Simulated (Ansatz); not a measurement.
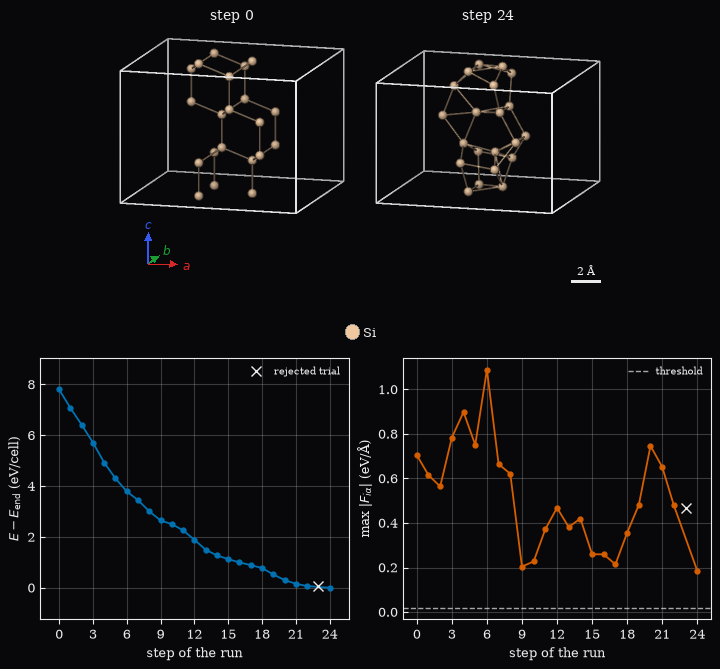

First and last geometry of a relaxation of a wire of composition Si, with the history of the run. Style: ball-and-stick. Shown: the cell of the calculation, with the vacuum cut short, slightly off an axis.

Case: wire along [1 1 1], 18 atoms a period.

Theory: DFT PBE, scalar-relativistic, plane waves, PAW in Ansatz 0.2.0.

Input
```yaml
crystal:
  lattice:
    - [14.6, 0.0, 0.0]
    - [0.0, 13.2, 0.0]
    - [0.0, 0.0, 9.4737579537]
  atoms:
    - { symbol: Si, position: [0.6147081934, 0.5, 0.25], spin: 0.3 }
    - { symbol: Si, position: [0.3088196777, 0.5, 0.9166666667], spin: 0.3 }
    - { symbol: Si, position: [0.3852918066, 0.3534982769, 0.0], spin: 0.3 }
    - { symbol: Si, position: [0.6911803223, 0.3534982769, 0.3333333333], spin: 0.3 }
    - { symbol: Si, position: [0.5382360645, 0.6465017231, 0.6666666667], spin: 0.3 }
    - { symbol: Si, position: [0.4617639355, 0.5, 0.5833333333], spin: 0.3 }
    - { symbol: Si, position: [0.3852918066, 0.6465017231, 0.0], spin: 0.3 }
    - { symbol: Si, position: [0.6911803223, 0.6465017231, 0.3333333333], spin: 0.3 }
    - { symbol: Si, position: [0.5382360645, 0.3534982769, 0.6666666667], spin: 0.3 }
    - { symbol: Si, position: [0.3852918066, 0.3534982769, 0.25], spin: 0.3 }
    - { symbol: Si, position: [0.6911803223, 0.3534982769, 0.5833333333], spin: 0.3 }
    - { symbol: Si, position: [0.5382360645, 0.6465017231, 0.9166666667], spin: 0.3 }
    - { symbol: Si, position: [0.6147081934, 0.5, 0.0], spin: 0.3 }
    - { symbol: Si, position: [0.3088196777, 0.5, 0.6666666667], spin: 0.3 }
    - { symbol: Si, position: [0.3852918066, 0.6465017231, 0.25], spin: 0.3 }
    - { symbol: Si, position: [0.6911803223, 0.6465017231, 0.5833333333], spin: 0.3 }
    - { symbol: Si, position: [0.5382360645, 0.3534982769, 0.9166666667], spin: 0.3 }
    - { symbol: Si, position: [0.4617639355, 0.5, 0.3333333333], spin: 0.3 }
basis:
  ecutwfc: 420
kpoints:
  mp_grid: { grid: [1, 1, 4] }
hamiltonian:
  xc: pbe
scf:
  occupations: { method: gaussian, width: 0.05 }
  lower_state_search: "off"
output:
  forces: true
  stress: true
  eigenvalues: true
  populations: true
  write_density: true
  write_potential: true
  elf: true
  volumetric_format: npy
magnetization:
  spin_polarized: true
relax:
  adjacent_minimum: "off"
  f_tol: 0.02
  max_steps: 45
  cell: { fix: [a, b, alpha, beta, gamma], stress_tol: 0.03 }
```

Launched with:
```bash
ansatz run input.yaml --threads 4 --pin off --max-ram 11264MiB --backend cpu --events-out ev --progress --plain --runs-dir out
```

Q: Did the run converge, and what did it change?

A: The run was cut off at its time limit before the relaxation converged, so the last structure is only a point on the way. The energy falls by 7.801 eV per cell of the calculation in 23 accepted moves (24 points after the start). The largest force component goes from 0.7 to 0.19 eV/Å. The line search rejected the trial step at point 23 of the run. The largest moves relative to the centre of the atoms, 1.68 Å, are those of Si4 and Si8. Along the periodic axis the drawn cell goes c 9.474 → 8.603 Å (−9.2 %). Some distances before and after: Si3–Si4 5.470 → 2.989 Å, Si4–Si10 4.535 → 2.519 Å, Si4–Si17 4.535 → 2.549 Å, Si5–Si9 3.868 → 2.369 Å. New bonds form, among them: Si11–Si16 (3.87 → 2.48 Å), Si4–Si10 (4.54 → 2.52 Å), Si4–Si17 (4.54 → 2.55 Å), Si8–Si12 (4.54 → 2.55 Å). Bond angles that change, for instance: Si5–Si6–Si9 109.5° → 58.8°, Si2–Si14–Si6 109.5° → 60.3°, Si1–Si4–Si11 109.5° → 61.1°. The program noted that the starting moments weren't kept. Cost: 37 min on 4 threads of Intel(R) Xeon(R) Processor @ 2.50GHz (Skylake/Cascade Lake) (shared host), peak memory 2.3 GiB.

```
step  E − E(0), meV/atom  largest force component, eV/Å      note
   0                0.00                         0.7047          
   1              -40.40                         0.6148          
   2              -77.20                         0.5639          
   3             -115.98                         0.7839          
   4             -159.97                         0.8983          
   5             -194.43                         0.7506          
   6             -222.79                         1.0887          
   7             -241.94                         0.6645          
   8             -266.26                         0.6210          
   9             -286.42                         0.2040          
  10             -294.38                         0.2273          
  11             -307.95                         0.3721          
  12             -328.49                         0.4681          
  13             -350.25                         0.3815          
  14             -362.82                         0.4200          
  15             -370.94                         0.2598          
  16             -378.01                         0.2588          
  17             -383.98                         0.2142          
  18             -390.30                         0.3557          
  19             -404.35                         0.4810          
  20             -416.66                         0.7463          
  21             -424.79                         0.6521          
  22             -429.84                         0.4791          
  23             -429.74                         0.4679  rejected
  24             -433.42                         0.1858
```
